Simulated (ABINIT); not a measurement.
**Nb: phonon bands calculation (part 1 of 3)**

System: Nb (Fm-3m, 1 atom in the cell).
Method: Kohn-Sham DFT of a periodic cell, LDA-PZ, JTH PAW LDA v2.0, no spin polarisation (ABINIT 10.8.3).

The structure derives from an entry of the Crystallography Open Database.

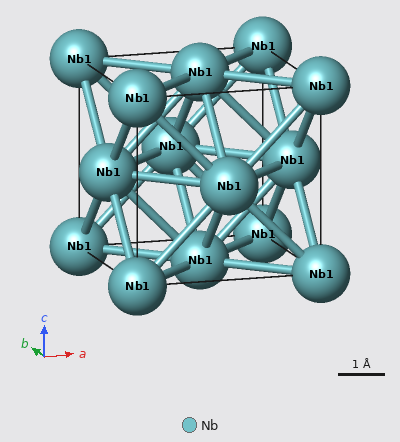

The structure (ball-and-stick view of the cell 4 times as large as that of the calculation, set on its symmetry axes, seen slightly off an axis; atoms are numbered from 1 in the order of the input). An atom can appear more than once, as a periodic image. Near neighbours in the periodic cell (some may lie outside the picture): Nb has 12 Nb at 2.99 Å.

### The input
```
ndtset 4

pp_dirpath "./"
pseudos "Nb.LDA_PW-JTH.xml"

acell 3*1.0
rprim
     0.0000000000     3.9967707536     3.9967707536
     3.9967707536     0.0000000000     3.9967707536
     3.9967707536     3.9967707536     0.0000000000
ntypat 1
znucl 41
natom 1
typat 1
xred
            0.0            0.0            0.0

ecut 16.0
pawecutdg 32.0

ngkpt 12 12 12
nshiftk 1
shiftk 0.0 0.0 0.0

ixc 2

nband 15
occopt 3
tsmear 0.1 eV

nstep 80

prteig 0
prtebands 0
prtwf 0
prtden 0
prtpot 0

kptopt1 1
tolvrs1 1.0e-11
prtwf1 1
tolwfr1 1.0e-14
nbdbuf1 4
nline1 6

rfphon2 1
rfatpol2 1 1
rfdir2 1 1 1
getwfk2 1
kptopt2 2
nqpt2 1
qpt2 0.0 0.0 0.0
tolvrs2 1.0e-8

rfphon3 1
rfatpol3 1 1
rfdir3 1 1 1
getwfk3 1
kptopt3 3
nqpt3 1
qpt3 1/2 0.0 0.0
tolvrs3 1.0e-8

rfphon4 1
rfatpol4 1 1
rfdir4 1 1 1
getwfk4 1
kptopt4 3
nqpt4 1
qpt4 1/2 1/2 0.0
tolvrs4 1.0e-8
```

### File mrgddb.in
```
merged_DDB
Nb
4
runo_DS1_DDB
runo_DS2_DDB
runo_DS3_DDB
runo_DS4_DDB
```

### File anaddb.abi
```
ddb_filepath "merged_DDB"
output_file "anaddb.abo"
outdata_prefix "ana"
asr 1
chneut 0
dipdip 0
dieflag 0
enunit 0
ifcflag 1
brav 1
ngqpt 2 2 2
nqshft 1
q1shft 0.0 0.0 0.0
nqpath 10
ndivsm 6
qpath
     0.0000000000     0.0000000000     0.0000000000
     0.5000000000     0.0000000000     0.5000000000
     0.5000000000     0.2500000000     0.7500000000
     0.3750000000     0.3750000000     0.7500000000
     0.0000000000     0.0000000000     0.0000000000
     0.5000000000     0.5000000000     0.5000000000
     0.6250000000     0.2500000000     0.6250000000
     0.5000000000     0.2500000000     0.7500000000
     0.5000000000     0.5000000000     0.5000000000
     0.3750000000     0.3750000000     0.7500000000
prtdos 2
ng2qpt 20 20 20
dosdeltae 2.0e-5
```

Machine: 4 threads of Arm Neoverse V2, 24 GiB of memory available, shared host.

Command:
```bash
mpirun --bind-to none -np 4 abinit run.abi > log 2>&1
mrgddb < mrgddb.in > mrgddb.log 2>&1
anaddb anaddb.abi > anaddb.log 2>&1
```

### Log
```
.Version 10.8.3 of ABINIT
 DATASET    1 : space group Fm -3 m (#225); Bravais cF (face-center cubic)
================================================================================
 Values of the parameters that define the memory need for DATASET  1.
     intxc =       0    ionmov =       0      iscf =      17    lmnmax =      18
     lnmax =       6     mgfft =      24  mpssoang =       3    mqgrid =    3001
     natom =       1  nloc_mem =       2    nspden =       1   nspinor =       1
    nsppol =       1      nsym =      48    n1xccc =       1    ntypat =       1
    occopt =       3   xclevel =       1
       mpw =         399          nfft =       13824          nkpt =          72
 PAW method is used; the additional fine FFT grid is defined by:
   mgfftf=        30    nfftf =     27000
================================================================================
================================================================================

 DATASET    2 : space group Fm -3 m (#225); Bravais cF (face-center cubic)
================================================================================
 Values of the parameters that define the memory need for DATASET  2 (RF).
     intxc =       0      iscf =       7    lmnmax =      18     lnmax =       6
     mgfft =      24  mpssoang =       3    mqgrid =    3001     natom =       1
  nloc_mem =       2    nspden =       1   nspinor =       1    nsppol =       1
      nsym =      48    n1xccc =       1    ntypat =       1    occopt =       3
   xclevel =       1
      nfft =       13824          nkpt =         868
================================================================================
================================================================================

 DATASET    3 : space group Fm -3 m (#225); Bravais cF (face-center cubic)
================================================================================
 Values of the parameters that define the memory need for DATASET  3 (RF).
     intxc =       0      iscf =       7    lmnmax =      18     lnmax =       6
     mgfft =      24  mpssoang =       3    mqgrid =    3001     natom =       1
  nloc_mem =       2    nspden =       1   nspinor =       1    nsppol =       1
      nsym =      48    n1xccc =       1    ntypat =       1    occopt =       3
   xclevel =       1
      nfft =       13824          nkpt =        1728
================================================================================
================================================================================

 DATASET    4 : space group Fm -3 m (#225); Bravais cF (face-center cubic)
================================================================================
 Values of the parameters that define the memory need for DATASET  4 (RF).
     intxc =       0      iscf =       7    lmnmax =      18     lnmax =       6
     mgfft =      24  mpssoang =       3    mqgrid =    3001     natom =       1
  nloc_mem =       2    nspden =       1   nspinor =       1    nsppol =       1
      nsym =      48    n1xccc =       1    ntypat =       1    occopt =       3
   xclevel =       1
      nfft =       13824          nkpt =        1728
================================================================================
================================================================================

--------------------------------------------------------------------------------
------------- Echo of variables that govern the present computation ------------
--------------------------------------------------------------------------------
 -outvars: echo values of preprocessed input variables --------
            acell      1.0000000000E+00  1.0000000000E+00  1.0000000000E+00 Bohr
              amu      9.29063800E+01
             ecut      1.60000000E+01 Hartree
           getwfk1          0
           getwfk2          1
           getwfk3          1
           getwfk4          1
             iscf1         17
             iscf2          7
             iscf3          7
             iscf4          7
                       outvar_i_n : Printing only first  50 k-points.
              ixc           2
           jdtset        1    2    3    4
                       outvar_i_n : Printing only first  50 k-points.
           kptopt1          1
           kptopt2          2
           kptopt3          3
           kptopt4          3
         kptrlatt       12    0    0      0   12    0      0    0   12
          kptrlen      6.78274489E+01
            natom           1
            nband1         15
            nband2         15
            nband3         15
            nband4         15
           nbdbuf1          4
           nbdbuf2          2
           nbdbuf3          2
           nbdbuf4          2
           ndtset           4
            ngfft          24      24      24
          ngfftdg          30      30      30
             nkpt1         72
             nkpt2        868
             nkpt3       1728
             nkpt4       1728
            nline1          6
            nline2          4
            nline3          4
            nline4          4
             nqpt1          0
             nqpt2          1
             nqpt3          1
             nqpt4          1
            nstep          80
             nsym          48
           ntypat           1
                       prtocc : prtvol=0, do not print more k-points.
                       prtocc : prtvol=0, do not print more k-points.
                       prtocc : prtvol=0, do not print more k-points.
                       prtocc : prtvol=0, do not print more k-points.
           occopt           3
        optdriver1          0
        optdriver2          1
        optdriver3          1
        optdriver4          1
        pawecutdg      3.20000000E+01 Hartree
           prtden           0
        prtebands           0
           prteig           0
            prtwf1          1
            prtwf2          0
            prtwf3          0
            prtwf4          0
              qpt1     0.00000000E+00  0.00000000E+00  0.00000000E+00
              qpt2     0.00000000E+00  0.00000000E+00  0.00000000E+00
              qpt3     5.00000000E-01  0.00000000E+00  0.00000000E+00
              qpt4     5.00000000E-01  5.00000000E-01  0.00000000E+00
           rfphon1          0
           rfphon2          1
           rfphon3          1
           rfphon4          1
            rprim      0.0000000000E+00  3.9967707536E+00  3.9967707536E+00
                       3.9967707536E+00  0.0000000000E+00  3.9967707536E+00
                       3.9967707536E+00  3.9967707536E+00  0.0000000000E+00
          spgroup         225
           tolvrs1     1.00000000E-11
           tolvrs2     1.00000000E-08
           tolvrs3     1.00000000E-08
           tolvrs4     1.00000000E-08
           tolwfr1     1.00000000E-14
           tolwfr2     0.00000000E+00
           tolwfr3     0.00000000E+00
           tolwfr4     0.00000000E+00
           tsmear      3.67493222E-03 Hartree
            typat      1
           useylm           1
                       outvars : Printing only first  50 k-points.
            znucl       41.00000

================================================================================

 chkinp: Checking input parameters for consistency, jdtset=   1.

 chkinp: Checking input parameters for consistency, jdtset=   2.

 chkinp: Checking input parameters for consistency, jdtset=   3.

 chkinp: Checking input parameters for consistency, jdtset=   4.

================================================================================
== DATASET  1 ==================================================================

--- !DatasetInfo
iteration_state: {dtset: 1, }
dimensions: {natom: 1, nkpt: 72, mband: 15, nsppol: 1, nspinor: 1, nspden: 1, mpw: 399, }
cutoff_energies: {ecut:  16.0, pawecutdg:  32.0, }
electrons: {nelect:   1.30000000E+01, charge:   0.00000000E+00, occopt:   3.00000000E+00, tsmear:   3.67493222E-03, }
meta: {optdriver: 0, ionmov: 0, optcell: 0, iscf: 17, paral_kgb: 0, }
...

 Exchange-correlation functional for the present dataset will be:
  LDA: Perdew-Zunger-Ceperley-Alder - ixc=2
  J.P.Perdew and A.Zunger, PRB 23, 5048 (1981)

 Real(R)+Recip(G) space primitive vectors, cartesian coordinates (Bohr,Bohr^-1):
 R(1)=  0.0000000  3.9967708  3.9967708  G(1)= -0.1251010  0.1251010  0.1251010
 R(2)=  3.9967708  0.0000000  3.9967708  G(2)=  0.1251010 -0.1251010  0.1251010
 R(3)=  3.9967708  3.9967708  0.0000000  G(3)=  0.1251010  0.1251010 -0.1251010
 Unit cell volume ucvol=  1.2769024E+02 bohr^3
 Angles (23,13,12)=  6.00000000E+01  6.00000000E+01  6.00000000E+01 degrees

 Coarse grid specifications (used for wave-functions):

 getcut: wavevector=  0.0000  0.0000  0.0000  ngfft=  24  24  24
         ecut(hartree)=     16.000   => boxcut(ratio)=   2.35810

 getcut : COMMENT -
  Note that boxcut > 2.2 ; recall that boxcut=Gcut(box)/Gcut(sphere) = 2
  is sufficient for exact treatment of convolution.
  Such a large boxcut is a waste : you could raise ecut
  e.g. ecut=   22.242509 Hartrees makes boxcut=2

 Fine grid specifications (used for densities):

 getcut: wavevector=  0.0000  0.0000  0.0000  ngfft=  30  30  30
         ecut(hartree)=     32.000   => boxcut(ratio)=   2.08660

--- Pseudopotential description ------------------------------------------------
- pspini: atom type   1  psp file is ./Nb.LDA_PW-JTH.xml
 Pseudopotential format is: paw10
 basis_size (lnmax)=  6 (lmn_size= 18), orbitals=   0   0   1   1   2   2
 Spheres core radius: rc_sph= 2.22094190
 Shapefunction is BESSEL type: shapef(r,l)=aa(1,l)*jl(q(1,l)*r)+aa(2,l)*jl(q(2,l)*r)
 Radius for shape functions =  1.90969629
 Compensation charge density is not taken into account in XC energy/potential

   2.00986716E+02                                ecore*ucvol(ha*bohr**3)
--------------------------------------------------------------------------------

================================================================================

--- !BeginCycle
iteration_state: {dtset: 1, }
solver: {iscf: 17, nstep: 80, nline: 6, wfoptalg: 10, }
tolerances: {tolwfr: 1.00E-14, tolvrs: 1.00E-11, }
...

     iter   Etot(hartree)      deltaE(h)  residm     nres2
 ETOT  1  -57.544599289727    -5.754E+01 7.017E-01 4.587E+00
 ETOT  2  -57.708357175404    -1.638E-01 7.278E-05 4.441E-01
 ETOT  3  -57.707684146898     6.730E-04 9.588E-05 9.024E-02
 ETOT  4  -57.707735245162    -5.110E-05 2.102E-06 6.950E-04
 ETOT  5  -57.707734649100     5.961E-07 4.436E-08 5.526E-05
 ETOT  6  -57.707734769201    -1.201E-07 1.268E-08 5.045E-06
 ETOT  7  -57.707734773771    -4.570E-09 1.325E-09 5.700E-09
 ETOT  8  -57.707734773930    -1.590E-10 3.282E-12 1.693E-09
 ETOT  9  -57.707734773944    -1.450E-11 1.639E-13 2.174E-10
 ETOT 10  -57.707734773945    -1.229E-12 5.452E-14 6.838E-13
 ETOT 11  -57.707734773945    -1.990E-13 9.916E-15 2.624E-14

 At SCF step   11  max residual=  9.92E-15 < tolwfr=  1.00E-14 AND nres2   =  2.62E-14 < tolvrs=  1.00E-11 =>converged.

 Cartesian components of stress tensor (hartree/bohr^3)
  sigma(1 1)=  3.64761166E-04  sigma(3 2)=  0.00000000E+00
  sigma(2 2)=  3.64761166E-04  sigma(3 1)=  0.00000000E+00
  sigma(3 3)=  3.64761166E-04  sigma(2 1)=  0.00000000E+00

--- !ResultsGS
iteration_state: {dtset: 1, }
comment   : Summary of ground state results
lattice_vectors:
- [  0.0000000,   3.9967708,   3.9967708, ]
- [  3.9967708,   0.0000000,   3.9967708, ]
- [  3.9967708,   3.9967708,   0.0000000, ]
lattice_lengths: [   5.65229,    5.65229,    5.65229, ]
lattice_angles: [ 60.000,  60.000,  60.000, ] # degrees, (23, 13, 12)
lattice_volume:   1.2769024E+02
convergence: {deltae: -1.990E-13, res2:  2.624E-14, residm:  9.916E-15, diffor: null, }
etotal    :  -5.77077348E+01
entropy   :   0.00000000E+00
fermie    :   4.88379328E-01
cartesian_stress_tensor: # hartree/bohr^3
- [  3.64761166E-04,   0.00000000E+00,   0.00000000E+00, ]
- [  0.00000000E+00,   3.64761166E-04,   0.00000000E+00, ]
- [  0.00000000E+00,   0.00000000E+00,   3.64761166E-04, ]
pressure_GPa:  -1.0732E+01
xred      :
- [  0.0000E+00,   0.0000E+00,   0.0000E+00, Nb]
cartesian_forces: # hartree/bohr
- [ -0.00000000E+00,  -0.00000000E+00,  -0.00000000E+00, ]
force_length_stats: {min:   0.00000000E+00, max:   0.00000000E+00, mean:   0.00000000E+00, }
...

 Integrated electronic density in atomic spheres:
 ------------------------------------------------
 Atom  Sphere_radius  Integrated_density
    1        2.22094         10.11988140

================================================================================

 ----iterations are completed or convergence reached----

 Mean square residual over all n,k,spin=   34.831E-16; max=  99.161E-16
 reduced coordinates (array xred) for    1 atoms
       0.000000000000      0.000000000000      0.000000000000
 rms dE/dt=  0.0000E+00; max dE/dt=  0.0000E+00; dE/dt below (all hartree)
    1       0.000000000000      0.000000000000      0.000000000000

 cartesian coordinates (angstrom) at end:
    1      0.00000000000000     0.00000000000000     0.00000000000000

 cartesian forces (hartree/bohr) at end:
    1     -0.00000000000000    -0.00000000000000    -0.00000000000000
 frms,max,avg= 0.0000000E+00 0.0000000E+00   0.000E+00  0.000E+00  0.000E+00 h/b

 cartesian forces (eV/Angstrom) at end:
    1     -0.00000000000000    -0.00000000000000    -0.00000000000000
 frms,max,avg= 0.0000000E+00 0.0000000E+00   0.000E+00  0.000E+00  0.000E+00 e/A
 length scales=  1.000000000000  1.000000000000  1.000000000000 bohr
              =  0.529177210544  0.529177210544  0.529177210544 angstroms
 Fermi (or HOMO) energy (hartree) =   0.48838   Average Vxc (hartree)=  -0.45525
 Eigenvalues (hartree) for nkpt=  72  k points:
 kpt#   1, nband= 15, wtk=  0.00058, kpt=  0.0000  0.0000  0.0000 (reduced coord)
  -1.52021   -0.61819   -0.61819   -0.61819    0.26060    0.49148    0.49148    0.49148
   0.58520    0.58520    0.92297    1.09396    1.09396    1.09396    1.26641
      occupation numbers for kpt#   1
   2.00000    2.00000    2.00000    2.00000    2.00000    0.60104    0.60104    0.60104
   0.00000    0.00000    0.00000    0.00000    0.00000    0.00000    0.00000
 prteigrs : prtvol=0 or 1, do not print more k-points.

--- !EnergyTerms
iteration_state     : {dtset: 1, }
comment             : Components of total free energy in Hartree
kinetic             :  1.30324317640190E+01
hartree             :  9.02664936393717E+00
xc                  : -6.50890577361977E+00
Ewald energy        : -4.84667334139264E+01
psp_core            :  1.57401781237891E+00
local_psp           : -4.06143821492250E+01
PAW spherical_terms :  1.42511507824435E+01
internal            : -5.77057716139925E+01
'-kT*entropy'       : -1.96327905034842E-03
total_energy        : -5.77077348930428E+01
total_energy_eV     : -1.57030746355526E+03
...

--- !EnergyTermsDC
iteration_state     : {dtset: 1, }
comment             : '"Double-counting" decomposition of free energy'
band_energy         : -4.76897206079847E+00
Ewald energy        : -4.84667334139264E+01
psp_core            :  1.57401781237891E+00
xc_dc               : -7.84494889289459E+00
PAW spherical_terms :  1.80086506034544E+00
internal            : -5.77057714948951E+01
'-kT*entropy'       : -1.96327905034842E-03
total_energy_dc     : -5.77077347739454E+01
total_energy_dc_eV  : -1.57030746031446E+03
...

--- !EnergyTermsWithPAWCore
iteration_state     : {dtset: 1, }
comment             : 'Components of total free energy, including PAW core contributions'
Total energy        : -3.81594391409305E+03
Total energy DC     : -3.81594391397396E+03
Total energy (eV)   : -1.03837123739387E+05
Total energy DC (eV): -1.03837123736146E+05
...

 Cartesian components of stress tensor (hartree/bohr^3)
  sigma(1 1)=  3.64761166E-04  sigma(3 2)=  0.00000000E+00
  sigma(2 2)=  3.64761166E-04  sigma(3 1)=  0.00000000E+00
  sigma(3 3)=  3.64761166E-04  sigma(2 1)=  0.00000000E+00

-Cartesian components of stress tensor (GPa)         [Pressure= -1.0732E+01 GPa]
- sigma(1 1)=  1.07316440E+01  sigma(3 2)=  0.00000000E+00
- sigma(2 2)=  1.07316440E+01  sigma(3 1)=  0.00000000E+00
- sigma(3 3)=  1.07316440E+01  sigma(2 1)=  0.00000000E+00
```
